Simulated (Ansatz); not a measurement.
Single-point calculation, with input and output: HfC47 (part 2 of 2)

The same run, continued: HfC47 (defect cell, 48 atoms in the cell); DFT PBE, scalar-relativistic, plane waves, PAW, spin-polarised (Ansatz 0.2.0); cutoff 420 eV, 2×2×2 k-mesh, Gaussian smearing of 0.05 eV, collinear spins. The structure derives from an entry of the Crystallography Open Database.

Output, continued
```
--- Forces (eV/Å), atoms counted from 1 ---
  atom   1  Hf    -0.02461040     0.01863271    -0.02929445
  atom   2  C     -0.01252685     0.00226374     0.02268716
  atom   3  C     -0.01202908    -0.01401903    -0.01392275
  atom   4  C      0.00475539    -0.00260082     0.00862412
  atom   5  C     -0.01298120     0.00300560     0.01796084
  atom   6  C      0.00378176    -0.00302090     0.01129712
  atom   7  C      0.01596313     0.00183297    -0.00674889
  atom   8  C      0.00455142    -0.01143855    -0.02368961
  atom   9  C      0.01579032     0.00822400     0.00716974
  atom  10  C      0.00249026    -0.01173333     0.03103875
  atom  11  C     -0.00908834    -0.01018021     0.01353581
  atom  12  C     -0.00252363     0.01325898    -0.04931345
  atom  13  C      0.01276389     0.00191182     0.00866129
  atom  14  C      0.01030362     0.00961644     0.00165249
  atom  15  C     -0.01944479     0.01066233    -0.00824795
  atom  16  C     -0.00274055     0.00512582     0.01396459
  atom  17  C     -0.00136518     0.01147680    -0.00335255
  atom  18  C      0.00310480     0.00059844    -0.00013899
  atom  19  C      0.00138987    -0.00076373    -0.01304212
  atom  20  C     -0.01177833     0.00208832    -0.01717881
  atom  21  C     -0.02459269    -0.01135461    -0.02668638
  atom  22  C      0.00606590    -0.00288903     0.00317162
  atom  23  C      0.01468295     0.00422471     0.01428809
  atom  24  C      0.01237746     0.01149497    -0.04103961
  atom  25  C      0.02781154     0.01477926     0.01745663
  atom  26  C      0.01781964    -0.00833440    -0.00092865
  atom  27  C      0.00182464    -0.01838839    -0.01048453
  atom  28  C      0.00941280     0.00210227    -0.00550006
  atom  29  C      0.01547071     0.00210307     0.00785414
  atom  30  C     -0.01233805     0.00325020    -0.01602737
  atom  31  C     -0.00536682     0.00205415    -0.02065783
  atom  32  C     -0.02028032     0.00328732    -0.01310694
  atom  33  C     -0.00538506     0.00018751     0.03161716
  atom  34  C      0.00377215     0.00821306    -0.00599870
  atom  35  C      0.00345039    -0.00570691     0.00444329
  atom  36  C     -0.00670759     0.01522674     0.00808620
  atom  37  C     -0.01705830    -0.00689802     0.00309506
  atom  38  C     -0.01807548    -0.00489835     0.00317101
  atom  39  C      0.01149257    -0.02109059     0.00903484
  atom  40  C     -0.00498665    -0.00538218    -0.02021345
  atom  41  C      0.00131572    -0.00194749     0.01074237
  atom  42  C      0.00496318     0.00383540     0.01099571
  atom  43  C     -0.00147213    -0.00002098     0.01974543
  atom  44  C      0.00787110    -0.00415295     0.00222381
  atom  45  C      0.00981012    -0.00464146     0.02602148
  atom  46  C     -0.00561197    -0.00629826     0.00484511
  atom  47  C     -0.01050595    -0.00083115    -0.01963751
  atom  48  C      0.01839755    -0.00293169     0.03163535
  max |Σ_I F_I| component: 1.91e-4 eV/Å
--- Band table (eV; the first three rows and the last of 16) ---
  k-point 0 ↑: bands = ["-53.6576", "-22.7100", "-22.6262", "-22.3554", "-11.8978", "-11.4018", "-10.1034", "-9.9866", "-9.9330", "-9.8307", "-9.8174", "-9.7776", "-9.7559", "-9.7010", "-9.6657", "-9.4150", "-9.3929", "-8.0838", "-6.6383", "-6.6080", "-6.5821", "-6.3345", "-6.3087", "-5.9156", "-5.5629", "-5.5555", "-5.5487", "-5.1551", "-5.1174", "-5.0645", "-4.9407", "-4.9173", "-4.9019", "-4.8869", "-4.7171", "-4.3594", "-4.3258", "-3.6998", "-3.6860", "-3.5675", "-3.5528", "-3.5288", "-3.5159", "-3.5002", "-2.8542", "-2.8312", "-2.3014", "-2.1939", "-1.4145", "-0.7537", "-0.1518", "-0.1510", "-0.1252", "-0.0630", "-0.0571", "-0.0231", "0.0530", "0.0671", "0.0944", "0.5111", "0.5171", "1.0928", "1.1740", "1.1831", "1.2237", "1.2882", "1.2976", "1.3033", "1.3158", "1.3316", "1.3390", "1.3616", "1.3745", "1.3812", "1.4187", "1.4534", "1.5153", "1.5401", "1.5955", "1.6605", "1.9965", "2.1246", "2.2354", "2.2881", "2.5942", "2.6141", "2.6951", "3.0318", "3.2829", "3.6877", "3.9922", "4.0498", "4.6387", "4.6675", "4.7994", "4.9224", "5.1209", "5.2581", "5.3350", "5.6768", "6.0203", "6.4711", "6.6209", "6.9875", "7.2751", "7.4993", "7.5233", "8.0456", "8.1509", "8.3929", "8.8434", "9.0849", "9.1902", "9.2387", "9.7159", "10.0140", "10.3934", "11.0179", "11.2620", "11.9096", "12.8832", "13.0113", "13.0995", "13.5494", "13.8245", "13.8925", "13.9525", "14.0417", "14.0683", "14.1617", "14.2738", "14.3427", "14.4048", "14.6243", "14.7760", "14.9038", "14.9546", "14.9687", "15.4280", "15.5457", "15.6735", "15.7812", "15.9296", "15.9543", "16.1351", "16.3406", "16.4630", "16.5824", "16.7955", "17.0006", "17.0318", "17.1148", "17.2901", "17.4118", "17.5717", "17.6052"]
  k-point 1 ↑: bands = ["-53.6576", "-22.7100", "-22.6262", "-22.3554", "-11.4803", "-11.3472", "-11.0488", "-10.8249", "-10.3622", "-10.3516", "-10.0544", "-9.6343", "-8.5199", "-8.5093", "-8.4439", "-8.4253", "-8.2736", "-8.1283", "-8.0655", "-7.7734", "-7.5497", "-7.5165", "-7.0227", "-6.5174", "-6.2268", "-6.1449", "-5.9648", "-5.2369", "-5.0908", "-4.9421", "-4.7704", "-3.8492", "-3.7070", "-3.6902", "-3.6062", "-3.5785", "-3.5564", "-3.5204", "-3.4966", "-3.0091", "-3.0039", "-2.9377", "-2.9230", "-2.8123", "-2.8076", "-2.7777", "-2.7023", "-2.6925", "-2.4852", "-1.9023", "-1.2623", "-1.2589", "-0.9305", "-0.8425", "-0.5865", "-0.4881", "-0.4273", "-0.2744", "-0.0995", "0.1917", "0.2459", "0.2529", "0.3140", "0.6746", "1.0634", "1.0770", "1.1506", "1.1661", "1.1803", "1.3064", "1.4981", "1.5701", "1.6578", "1.7537", "1.7965", "2.1023", "2.3232", "2.5965", "2.6555", "2.6640", "2.8259", "2.9406", "2.9711", "2.9985", "3.0370", "3.4828", "3.5387", "3.5699", "3.6557", "3.6973", "3.7489", "3.8328", "4.0063", "4.1889", "4.2137", "4.3214", "4.3746", "4.8002", "5.1327", "5.4189", "5.4920", "5.6135", "6.0155", "6.3134", "6.5402", "6.8434", "7.4138", "8.7376", "8.9824", "9.4583", "9.6814", "9.7404", "10.1843", "10.4663", "10.6567", "10.8300", "10.9692", "11.2306", "11.2705", "11.3180", "11.3842", "11.5917", "11.6989", "12.0049", "12.2721", "12.7328", "13.1713", "13.6384", "14.1372", "14.2470", "14.7801", "14.8539", "15.0065", "15.4646", "15.4937", "15.7055", "15.7535", "15.8639", "15.8954", "15.9420", "15.9852", "16.0601", "16.1942", "16.2171", "16.3312", "16.4362", "16.4500", "16.5377", "16.6207", "16.9089", "16.9218", "17.0716", "17.1523", "17.2064", "17.2666", "17.3677"]
  k-point 2 ↑: bands = ["-53.6576", "-22.7100", "-22.6262", "-22.3554", "-11.4709", "-11.2936", "-11.0986", "-10.8423", "-10.4013", "-10.3469", "-10.0321", "-9.6251", "-8.5388", "-8.5223", "-8.4521", "-8.4297", "-8.2440", "-8.1164", "-8.0579", "-7.7531", "-7.5519", "-7.5219", "-7.0227", "-6.5132", "-6.2591", "-6.0985", "-5.9905", "-5.2376", "-5.0726", "-4.9657", "-4.7642", "-3.8526", "-3.7070", "-3.6915", "-3.6057", "-3.5794", "-3.5559", "-3.5207", "-3.4962", "-3.0115", "-3.0025", "-2.9368", "-2.9292", "-2.8183", "-2.8128", "-2.7652", "-2.7015", "-2.6935", "-2.4811", "-1.9016", "-1.2589", "-1.2560", "-0.9303", "-0.8468", "-0.5921", "-0.4755", "-0.4157", "-0.1084", "0.1082", "0.2204", "0.2384", "0.2657", "0.3189", "0.6760", "1.0478", "1.0727", "1.1127", "1.1538", "1.1725", "1.1854", "1.2585", "1.3112", "1.4218", "1.5915", "1.7275", "2.4213", "2.5703", "2.5950", "2.6621", "2.7242", "2.8342", "2.9415", "2.9505", "2.9945", "3.0235", "3.2594", "3.3295", "3.4728", "3.5770", "3.6831", "3.7190", "3.8139", "4.2399", "4.2797", "4.4916", "4.5658", "4.6058", "4.8925", "5.1381", "5.3147", "5.5070", "5.6106", "6.0531", "6.1479", "6.4936", "6.7893", "7.5060", "8.7381", "8.9490", "9.2663", "9.7753", "9.9128", "10.2235", "10.3058", "10.4440", "10.9256", "10.9501", "11.0744", "11.1190", "11.4133", "11.6504", "11.7765", "11.9012", "12.0091", "12.7321", "12.8526", "12.9968", "13.7150", "13.9457", "14.2822", "14.6531", "14.7603", "14.8739", "14.9981", "15.3943", "15.6596", "15.6913", "15.7124", "15.8187", "15.9058", "15.9373", "16.0011", "16.1327", "16.1725", "16.2676", "16.3869", "16.4276", "16.4879", "16.5946", "16.6594", "16.9196", "17.0079", "17.0702", "17.1861", "17.2034", "17.2890"]
  k-point 7 ↓: bands = ["-53.6576", "-22.7100", "-22.6262", "-22.3554", "-11.4361", "-11.2828", "-11.1268", "-10.8735", "-10.3920", "-10.3762", "-10.0120", "-9.6094", "-8.5468", "-8.5193", "-8.4844", "-8.4578", "-8.2140", "-8.1028", "-8.0402", "-7.7402", "-7.5409", "-7.5301", "-7.0365", "-6.5143", "-6.2265", "-6.1162", "-5.9918", "-5.2398", "-5.0763", "-4.9637", "-4.7738", "-3.8519", "-3.7068", "-3.6910", "-3.6061", "-3.5803", "-3.5556", "-3.5207", "-3.4978", "-3.0135", "-3.0050", "-2.9574", "-2.9410", "-2.7991", "-2.7949", "-2.7580", "-2.7011", "-2.6933", "-2.4808", "-1.8994", "-1.2648", "-1.2592", "-0.9335", "-0.8446", "-0.5852", "-0.4836", "-0.4128", "0.1042", "0.2403", "0.2512", "0.2581", "0.3106", "0.4948", "0.6707", "0.9301", "0.9470", "0.9940", "1.0838", "1.0996", "1.1608", "1.1786", "1.1960", "1.2876", "1.3715", "1.6922", "2.5824", "2.5935", "2.6613", "2.7035", "2.7844", "2.8319", "2.9459", "2.9604", "2.9955", "3.0210", "3.1635", "3.1852", "3.3155", "3.5646", "3.5768", "3.6921", "3.8294", "4.4884", "4.6041", "4.6203", "4.8275", "4.8505", "4.8695", "5.1535", "5.2138", "5.4161", "5.7153", "5.8188", "6.0629", "6.5193", "6.7991", "7.5414", "8.6472", "9.0134", "9.1570", "9.7336", "10.0153", "10.1354", "10.1646", "10.4287", "10.9070", "10.9500", "11.0540", "11.3476", "11.4792", "11.6829", "11.8469", "11.9307", "12.1106", "12.5987", "12.8126", "13.2030", "14.0358", "14.1574", "14.3997", "14.6246", "14.6704", "14.9047", "14.9975", "15.3846", "15.5740", "15.5933", "15.6485", "15.6916", "15.7077", "15.8157", "15.8888", "15.9026", "16.0429", "16.1421", "16.2415", "16.2987", "16.3265", "16.4047", "16.4474", "16.5420", "16.5730", "16.7859", "16.8654", "16.9689", "17.0963"]
--- Löwdin populations: 48 sites ---
  site symbol       q [e]    m [muB]
     0     Hf     24.9814     0.0000
     1      C      3.9635    -0.0000
     2      C      3.9608    -0.0000
     3      C      3.9602    -0.0000
     4      C      3.9580    -0.0000
     5      C      3.9599    -0.0000
     6      C      3.9624    -0.0000
     7      C      3.9601    -0.0000
     8      C      3.9579    -0.0000
     9      C      3.9797    -0.0000
    10      C      3.9810    -0.0000
    11      C      3.9617    -0.0000
    12      C      3.9621    -0.0000
    13      C      4.0302    -0.0000
    14      C      3.9775     0.0000
    15      C      3.9629     0.0000
    16      C      3.9631     0.0000
    17      C      3.9618     0.0000
    18      C      3.9649    -0.0000
    19      C      3.9678    -0.0000
    20      C      3.9924     0.0000
    21      C      3.9613     0.0000
    22      C      3.9762     0.0000
    23      C      3.9921     0.0000
    24      C      4.1708     0.0000
    25      C      3.9878     0.0000
    26      C      4.1790     0.0000
    27      C      3.9682     0.0000
    28      C      3.9651     0.0000
    29      C      3.9822     0.0000
    30      C      3.9628     0.0000
    31      C      3.9651     0.0000
    32      C      3.9678     0.0000
    33      C      4.0185     0.0000
    34      C      3.9657     0.0000
    35      C      4.1722     0.0000
    36      C      3.9781     0.0000
    37      C      3.9958     0.0000
    38      C      3.9986    -0.0000
    39      C      3.9654    -0.0000
    40      C      3.9736    -0.0000
    41      C      3.9726    -0.0000
    42      C      3.9799    -0.0000
    43      C      3.9716    -0.0000
    44      C      3.9843     0.0000
    45      C      3.9792    -0.0000
    46      C      3.9676    -0.0000
    47      C      4.0431    -0.0000
  spilling = 0.007412 (of n_electrons = 214.000000)
--- Bader charges: 48 sites ---
  site symbol  charge [e]  shift [e]    m [muB]
     0     Hf      1.9322     0.0047     0.0000
     1      C     -0.0086     0.0013     0.0000
     2      C     -0.0165     0.0026     0.0000
     3      C     -0.0131     0.0034     0.0000
     4      C     -0.0027     0.0009     0.0000
     5      C     -0.0141     0.0024     0.0000
     6      C     -0.0069     0.0012     0.0000
     7      C     -0.0006     0.0005     0.0000
     8      C     -0.0034     0.0010     0.0000
     9      C     -0.0719     0.0048     0.0000
    10      C     -0.0742     0.0049     0.0000
    11      C     -0.0166     0.0037     0.0000
    12      C      0.0111     0.0008     0.0000
    13      C     -0.1521     0.0023     0.0000
    14      C     -0.0170     0.0004     0.0000
    15      C      0.0058     0.0002     0.0000
    16      C      0.0040     0.0000     0.0000
    17      C      0.0028     0.0001     0.0000
    18      C     -0.0002     0.0002     0.0000
    19      C      0.0035     0.0005     0.0000
    20      C     -0.0623     0.0021     0.0000
    21      C      0.0033     0.0002     0.0000
    22      C     -0.0149     0.0005     0.0000
    23      C     -0.0636     0.0021     0.0000
    24      C     -0.3659     0.0074     0.0000
    25      C     -0.0170     0.0008     0.0000
    26      C     -0.3248     0.0084     0.0000
    27      C     -0.0042     0.0002     0.0000
    28      C     -0.0063     0.0007     0.0000
    29      C     -0.0131     0.0006     0.0000
    30      C     -0.0016     0.0005     0.0000
    31      C     -0.0061     0.0007     0.0000
    32      C     -0.0035     0.0001     0.0000
    33      C     -0.0713     0.0003     0.0000
    34      C     -0.0039     0.0006     0.0000
    35      C     -0.3670     0.0075     0.0000
    36      C     -0.0119     0.0003     0.0000
    37      C     -0.0502     0.0007     0.0000
    38      C     -0.0561     0.0008     0.0000
    39      C      0.0090     0.0010     0.0000
    40      C      0.0065     0.0013     0.0000
    41      C      0.0065     0.0014     0.0000
    42      C     -0.0001     0.0012     0.0000
    43      C      0.0039     0.0009     0.0000
    44      C     -0.0164     0.0003     0.0000
    45      C      0.0015     0.0013     0.0000
    46      C      0.0117     0.0015     0.0000
    47      C     -0.1438     0.0009     0.0000
  estimated error of the sums over rays = 7.4e-4 e
```

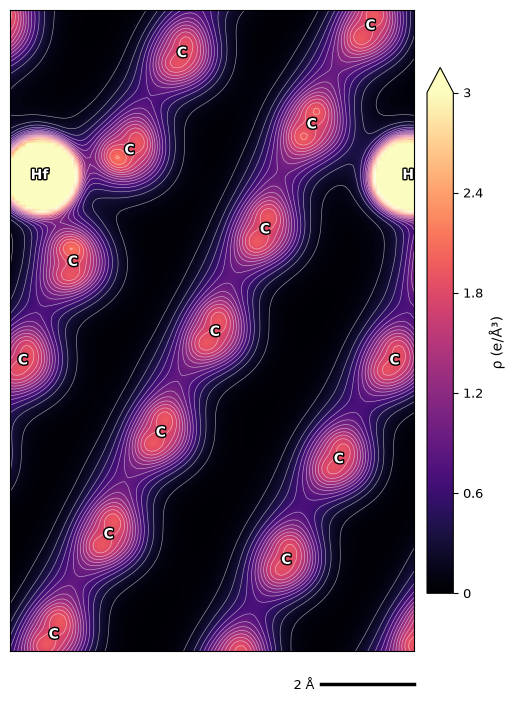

Valence charge density (pseudo) on the (101) plane of the calculation cell. The section cuts through Hf and C sites. Hf–C (2.01 Å): ρ is about 1.2 e/Å³ halfway. Away from the nuclei the density in this plane falls to 0.01 e/Å³ at its lowest. In a PAW calculation such maps are meaningful between the atoms, not at the nuclei.

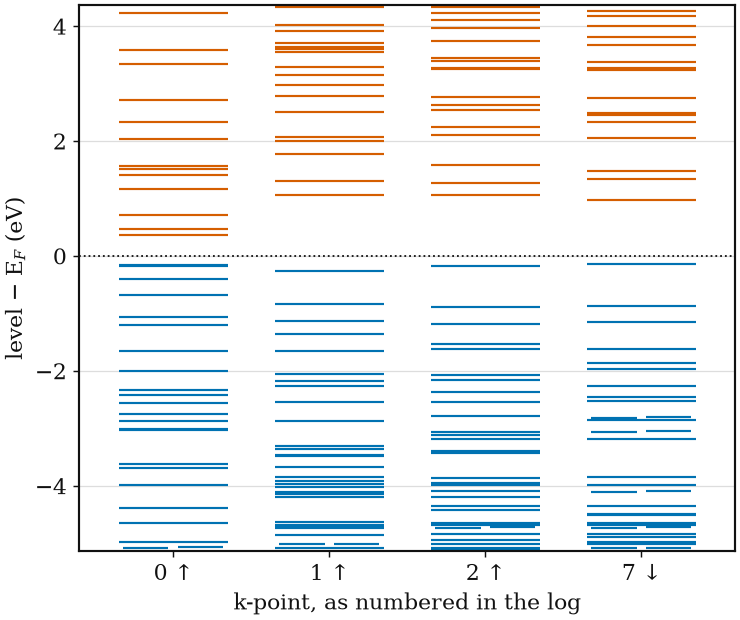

Kohn–Sham levels near the Fermi level (dotted) at the few k-points that the log prints; levels within 0.02 eV of each other stand side by side. Among these points the highest filled and lowest empty levels are 0.50 eV apart; the gap on the full mesh, 0.26 eV, has an edge at a point that isn't printed.

Summary

```json
{"quantity": "outcome", "value": "converged"}
{"quantity": "electrons treated", "value": "214"}
{"quantity": "free energy", "value": "−27509.3174 eV"}
{"quantity": "Fermi energy", "value": "7.673 eV"}
{"quantity": "gap on the k-point mesh", "value": "0.26 eV"}
{"quantity": "net moment of the cell", "value": "0.00 μB"}
{"quantity": "integrated absolute moment", "value": "0.00 μB"}
{"quantity": "largest force (length of the vector)", "value": "0.051 eV/Å"}
{"quantity": "hardware", "value": "4 threads of Arm Neoverse N1, 98 GiB of memory available, shared host"}
{"quantity": "wall time", "value": "6.1 min (CPU time 24 min)"}
{"quantity": "peak memory", "value": "2.1 GiB"}
```

Warnings of the run: some starting moments were not kept. Spin–orbit coupling is left out, which matters for Hf.
